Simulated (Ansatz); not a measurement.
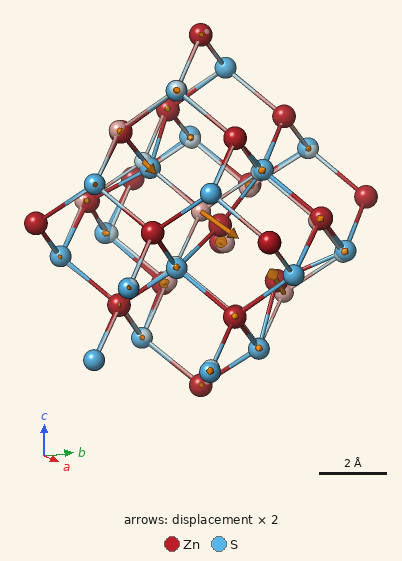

A relaxation of a defect cell of composition Zn33S31 (cell charge −1). The starting structure is drawn faded, the final one solid; orange arrows show the displacements, magnified 2 times.

The picture is a ball-and-stick view of the atoms within 5.8 Å of the atom that moves most (axes of the cell of the calculation (origin shifted)), seen slightly off an axis.

Level of theory: Ansatz 0.2.0, DFT, PBEsol, PAW, plane waves. (plane-wave cutoff 420 eV; k-point mesh 1 × 1 × 1; mesh shifted by (0.25, 0.25, 0.25); collinear spin; atoms relaxed in a fixed cell; force threshold 0.03 eV/Å; at most 80 steps)

Atoms of which element are displaced furthest, and by how much?

Answer. Zinc: up to 0.71 Å, against 0.29 Å for sulfur.

What happened in the run?

Answer. Over 13 geometry steps the energy falls by 0.914 eV per cell of the calculation. Largest force component: 0.77 eV/Å at the start, 0.0046 eV/Å at the end. The largest moves, 0.71 Å, are those of Zn atoms. Largest moves by element: Zn 0.71 Å, S 0.29 Å. The cell stays as it was. Some distances before and after: S–Zn 2.344 → 2.767 Å, Zn–Zn 2.314 → 2.414 Å, S–Zn 2.405 → 2.324 Å, Zn–Zn 2.349 → 2.417 Å. Among the angles between lasting bonds that change: S–Zn–S 109.9° → 92.5°, Zn–S–Zn 109.0° → 92.8°, Zn–S–Zn 108.0° → 93.1°. The program noted that the starting moments weren't kept.

Limits of the set-up: the cell is charged, on a uniform background, and energies carry no finite-size correction.
